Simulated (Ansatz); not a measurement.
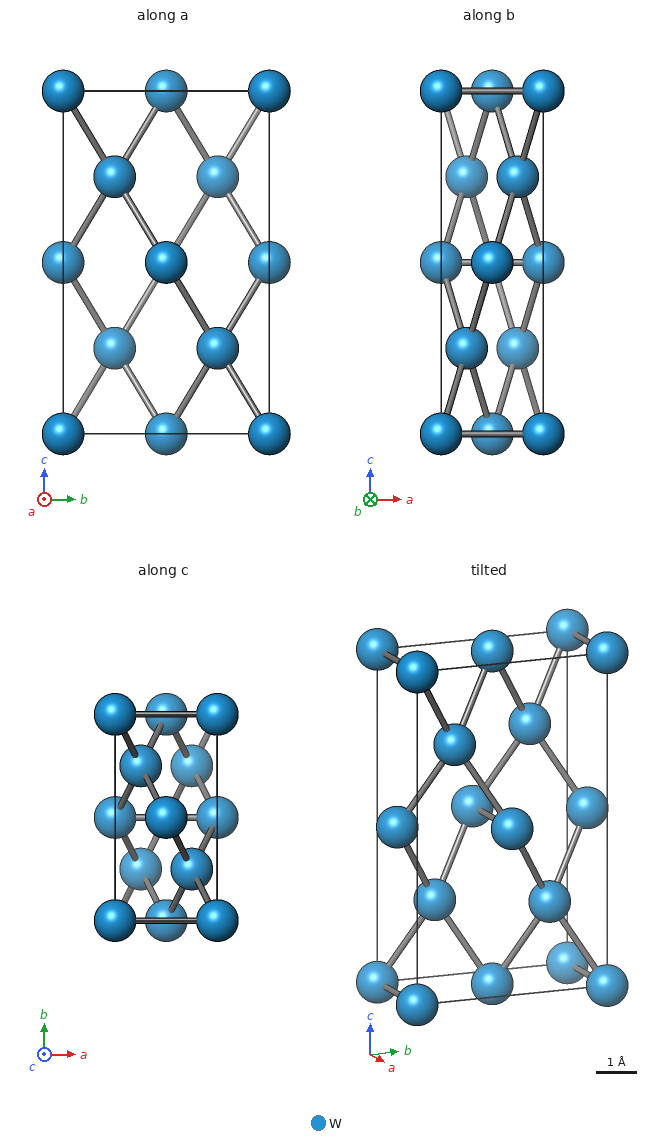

Crystal structure, ball-and-stick style, seen along the a axis, along the b axis, along the c axis and slightly off an axis. The conventional unit cell is outlined; an atom on or near a face, edge or corner is repeated at each equivalent position.

Lattice parameters: a = 2.6089 Å, b = 5.2640 Å, c = 8.7501 Å, α = 90.000°, β = 90.000°, γ = 90.000°.

> Give the structure in the form of a CIF in P1 with every atom of the cell.

```cif
data_structure
_symmetry_space_group_name_H-M 'P 1'
_symmetry_Int_Tables_number 1
_cell_length_a 2.6089
_cell_length_b 5.2640
_cell_length_c 8.7501
_cell_angle_alpha 90.000
_cell_angle_beta 90.000
_cell_angle_gamma 90.000
_cell_volume 120.17
loop_
_atom_site_label
_atom_site_type_symbol
_atom_site_fract_x
_atom_site_fract_y
_atom_site_fract_z
_atom_site_occupancy
W1 W 0.2500 0.2500 0.2500 1
W2 W 0.5000 0.0000 0.5000 1
W3 W 0.2500 0.7500 0.7500 1
W4 W 0.5000 0.5000 0.0000 1
W5 W 0.7500 0.2500 0.7500 1
W6 W 0.0000 0.0000 0.0000 1
W7 W 0.7500 0.7500 0.2500 1
W8 W 0.0000 0.5000 0.5000 1
```

The structure comes from a structure type filled with this element by a generator (whether the element takes this form wasn't checked). Earlier steps of the study may have refined or changed the cell and positions. It went into a calculation with Ansatz.

At this level of theory the cell isn't at rest (compressed, at 43 GPa), so its distances can differ from those at equilibrium, the more so the softer the solid.
